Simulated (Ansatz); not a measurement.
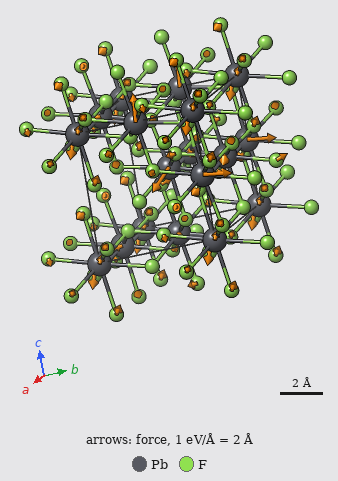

Starting geometry of crystalline PbF$_{2}$ (set up in P1) with the computed forces as orange arrows. Style: ball-and-stick. Shown: the cell of the calculation, reduced to other axes, slightly off an axis. Lengths and directions refer to the drawn axes.

All numbers below come from DFT PBEsol, scalar-relativistic, plane waves, PAW (Ansatz).

Input
```yaml
crystal:
  lattice:
    - [0.0, 5.8986117102, -5.8986117102]
    - [5.8986117102, 5.8986117102, 0.0]
    - [5.8986117102, 0.0, -5.8986117102]
  atoms:
    - { symbol: Pb, position: [-0.0071339197, 0.0056340114, 0.5060646922] }
    - { symbol: Pb, position: [-0.0108068799, 0.5086925684, 0.5000145598] }
    - { symbol: Pb, position: [0.4961083962, -0.0018877731, 0.4971076956] }
    - { symbol: Pb, position: [0.5020935364, 0.4999071708, 0.5083794193] }
    - { symbol: Pb, position: [-0.0010149772, 4.89019e-05, 0.9961406246] }
    - { symbol: Pb, position: [0.0060151043, 0.4982174797, 0.9985978252] }
    - { symbol: Pb, position: [0.4950486933, -0.0037127914, 1.0062853536] }
    - { symbol: Pb, position: [0.5026978686, 0.5030686762, 0.9916045617] }
    - { symbol: F, position: [0.1261194898, 0.1217394001, 0.1229584921] }
    - { symbol: F, position: [0.1344768928, 0.6193854501, 0.1178236626] }
    - { symbol: F, position: [0.6245429363, 0.1247651963, 0.1343370814] }
    - { symbol: F, position: [0.623054781, 0.6361661111, 0.1191809174] }
    - { symbol: F, position: [0.1221325232, 0.1250094685, 0.6185792] }
    - { symbol: F, position: [0.1220233939, 0.6350379466, 0.6178741419] }
    - { symbol: F, position: [0.6302237701, 0.1188255614, 0.6261049749] }
    - { symbol: F, position: [0.6286334892, 0.6146001935, 0.6303542423] }
    - { symbol: F, position: [0.3700389776, 0.3755327368, 0.3732917312] }
    - { symbol: F, position: [0.3665376523, 0.8770087497, 0.3744736591] }
    - { symbol: F, position: [0.8671293528, 0.3734592732, 0.3794605546] }
    - { symbol: F, position: [0.87831279, 0.8788852734, 0.3707786126] }
    - { symbol: F, position: [0.3712124258, 0.3725322471, 0.8688206138] }
    - { symbol: F, position: [0.3817086952, 0.871717588, 0.8709507144] }
    - { symbol: F, position: [0.8762926895, 0.3771524519, 0.8872656185] }
    - { symbol: F, position: [0.8736763263, 0.8727045993, 0.8729075148] }
basis:
  ecutwfc: 420
  xc_grid: 2
kpoints:
  mp_grid: { grid: [2, 2, 2], shift: [0.0, 0.0, 0.0] }
hamiltonian:
  xc: pbesol
scf:
  occupations: { method: gaussian, width: 0.02 }
output:
  forces: true
  stress: false
  eigenvalues: true
relax:
  adjacent_minimum: "off"
  f_tol: 0.03
  max_steps: 25
```

Launched with:
```bash
ansatz run input.yaml --threads 8 --pin off --max-ram 14336MiB --backend cpu --events-out ev --progress --plain --runs-dir out
```

Q: Is this structure relaxed? If not, where do the atoms go?

A: It isn't relaxed: the largest force vector, on Pb4, is 0.82 eV/Å. The final displacements follow the starting forces only in part (cosine between the two patterns 0.76). Over 2 accepted moves (4 points after the start) the energy falls by 0.224 eV per cell of the calculation. The largest force component goes from 0.59 to 0.0034 eV/Å. The line search rejected the trial step at point 1 of the run. 1 step only repeated the SCF at the same geometry. F23 moves most: 0.12 Å roughly along [1 0 −1]. Largest moves by element: F 0.12 Å, Pb 0.09 Å. The cell stays as it was. Near-neighbour distances that change, for instance: Pb4–F17 2.667 → 2.555 Å, Pb7–F12 2.454 → 2.551 Å, Pb4–F12 2.652 → 2.555 Å, Pb1–F13 2.461 → 2.552 Å. Bond angles that change, for instance: Pb6–F23–Pb8 114.0° → 109.5°, F16–Pb2–F20 75.0° → 70.6°, F10–Pb8–F23 176.1° → 179.9°. The space group (tolerance 0.01 Å) goes from P1 (No. 1) to Fm-3m (No. 225). Cost: 23 s on 8 threads of Arm Neoverse V1 (shared host), peak memory 2.1 GiB.
